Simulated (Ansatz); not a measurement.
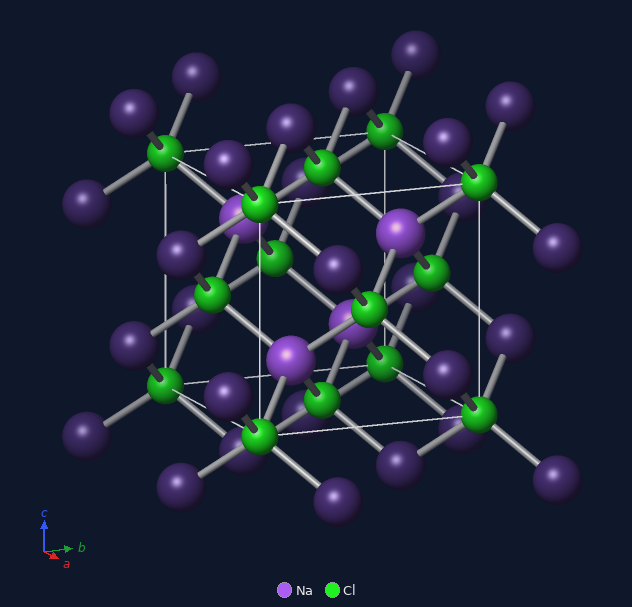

We look at a ball-and-stick model of the crystal slightly off an axis. The parallelepiped is the conventional unit cell. Every bond is drawn to its end, so some atoms lie outside the box, in fainter colours.

NaCl, zinc blende (sphalerite type), space group F-43m (No. 216), a = 6.251 Å, b = 6.251 Å, c = 6.251 Å, α = 90.00°, β = 90.00°, γ = 90.00°. The initial geometry was a structure type filled with these elements by a generator (whether the compound takes this form wasn't checked). Earlier steps of the study may have refined or changed the cell and positions. It was the input of a calculation with Ansatz.

This one geometry was computed with Ansatz (DFT, plane waves, PAW) at three levels of theory: LDA, r2SCAN and PBE.

### Which level gives the highest pressure at this volume, and what does that say about its equilibrium volume?

Highest: PBE (0.0 GPa), which points to the largest equilibrium volume. Lowest, with the smallest volume: LDA (-1.8 GPa). Levels within 0.5 GPa of each other can't be told apart.

### How does the band gap change with the level of theory?

LDA: a gap of 4.46 eV, direct; PBE: a gap of 4.85 eV, direct; r2SCAN: a gap of 5.47 eV, direct.

### Collect the results in a table.

| level | cutoff (eV) | k-mesh of the run's cell | gap (eV) | pressure (GPa) |
| --- | --- | --- | --- | --- |
| LDA | 420 | 6×6×6 | 4.46 | -1.8 |
| r2SCAN | 500 | 6×6×6 | 5.47 | -0.6 |
| PBE | 420 | 6×6×6 | 4.85 | 0.0 |

Gaps are taken on the k-mesh or band path of each run.
